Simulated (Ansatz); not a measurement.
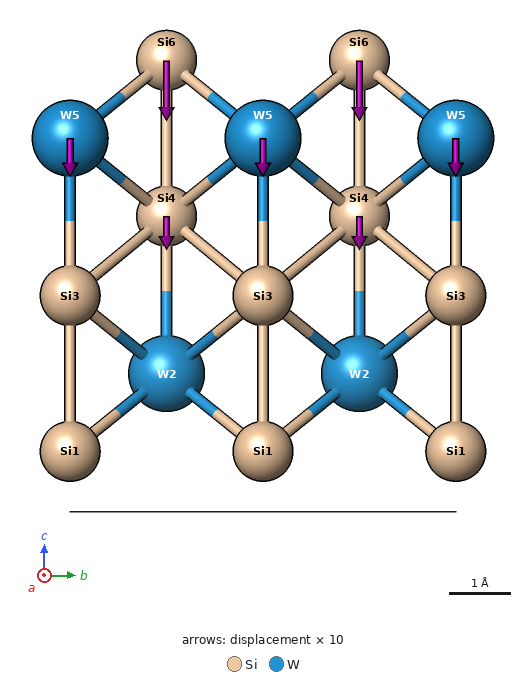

This is a constrained relaxation of a slab of composition Si₂W (cut from the I4/mmm phase). The starting structure is drawn; purple arrows show the displacements, 10 times their true length.

Style: ball-and-stick. Shown: the 2 × 2 repeat of the cell, outlined in the plane, without the vacuum, along the a axis.

Case: clean slab, lower half held. The slab is the (0 0 1) face of Si2W. 3 atoms are held fixed.

These are results of DFT PBEsol, scalar-relativistic, plane waves, PAW (Ansatz 0.2.0), not measurements.

Input file:
```yaml
crystal:
  lattice:
    - [3.2024995635, 0.0, 0.0]
    - [0.0, 3.2024995635, 0.0]
    - [0.0, 0.0, 23.4948902206]
  atoms:
    - { symbol: Si, position: [0.0, 0.0, 0.3617807923] }
    - { symbol: W, position: [0.5, 0.5, 0.4168358263] }
    - { symbol: Si, position: [0.0, 0.0, 0.4718908603] }
    - { symbol: Si, position: [0.5, 0.5, 0.5281091397] }
    - { symbol: W, position: [0.0, 0.0, 0.5831641737] }
    - { symbol: Si, position: [0.5, 0.5, 0.6382192077] }
basis:
  ecutwfc: 420
kpoints:
  mp_grid: { grid: [9, 9, 1] }
hamiltonian:
  xc: pbesol
scf:
  occupations: { method: gaussian, width: 0.1 }
output:
  forces: true
  eigenvalues: true
  write_density: true
  write_potential: true
  elf: true
  volumetric_format: npy
relax:
  adjacent_minimum: "off"
  f_tol: 0.03
  max_steps: 70
  constraints: [{ sites: [0, 1, 2] }]
efield:
  axis: 3
  dipole_correction: true
  ramp_width: 0.04
```

Launched with:
```bash
ansatz run input.yaml --threads 2 --pin off --max-ram 5120MiB --backend cpu --events-out ev --progress --plain --runs-dir out
```

Question: What happened in the run?

Answer: Over 3 geometry steps the energy falls by 26.2 meV per cell of the calculation. Largest force component: 0.36 eV/Å at the start, 0.0041 eV/Å at the end. The atom that moves furthest is Si6 (0.10 Å along the normal (−c)). By element the largest moves are Si 0.10 Å, W 0.07 Å. The lattice vectors keep their values. Among the contacts that change: Si3–W5 2.614 → 2.549 Å, W2–Si4 2.614 → 2.557 Å, Si4–Si6 2.587 → 2.543 Å, Si3–Si4 2.622 → 2.593 Å.
